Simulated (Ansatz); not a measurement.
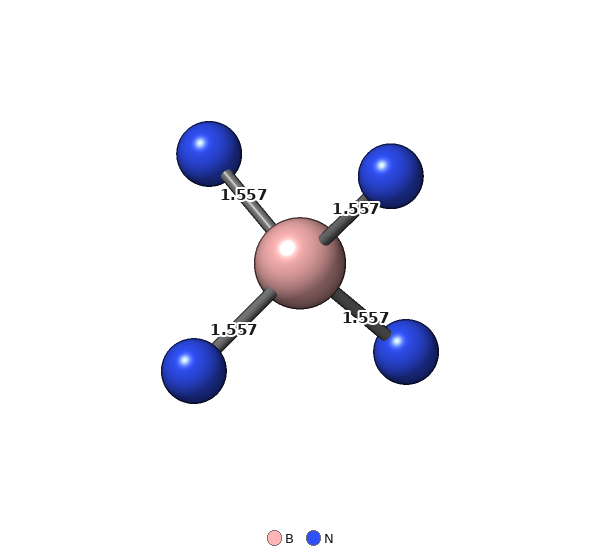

The surroundings of site B1 (at 0.000, 0.000, 0.000) in BN (F-43m), with bond lengths in Å.

The cell is taken from coordinates from a relaxation with DFT, HSE06, plane waves, PAW (Ansatz 0.2.0).

```
B N
1.0
     3.59622    0.00000    0.00000
     0.00000    3.59622    0.00000
     0.00000    0.00000    3.59622
B N
4 4
Cartesian
  0.0000 0.0000 0.0000
  0.0000 1.7981 1.7981
  1.7981 0.0000 1.7981
  1.7981 1.7981 0.0000
  0.8991 0.8991 2.6972
  0.8991 2.6972 0.8991
  2.6972 0.8991 0.8991
  2.6972 2.6972 2.6972
```

Bond valence s = exp((R0 − d)/b), R0 fitted to published crystal structures with b = 0.37 Å; R0 in Å: B3+–N 1.483.

### Calculate the bond-valence sum of B1 from the bonds drawn.

4 × 0.819 = 3.27 v.u., against a formal valence of 3: overbonded (bonds short for this ion) by 0.27.

### And over the whole structure?

```tsv
site	x, y, z	formal valence	bond-valence sum	difference
B1	0.000, 0.000, 0.000	+3	3.50	0.50
N1	0.250, 0.250, 0.750	−3	3.50	0.50
```

These sums include all anions within 5 Å. The global instability index (root mean square of the differences over all atoms) is 0.50 v.u.: above 0.2, which by the usual rule of thumb marks a strained structure.
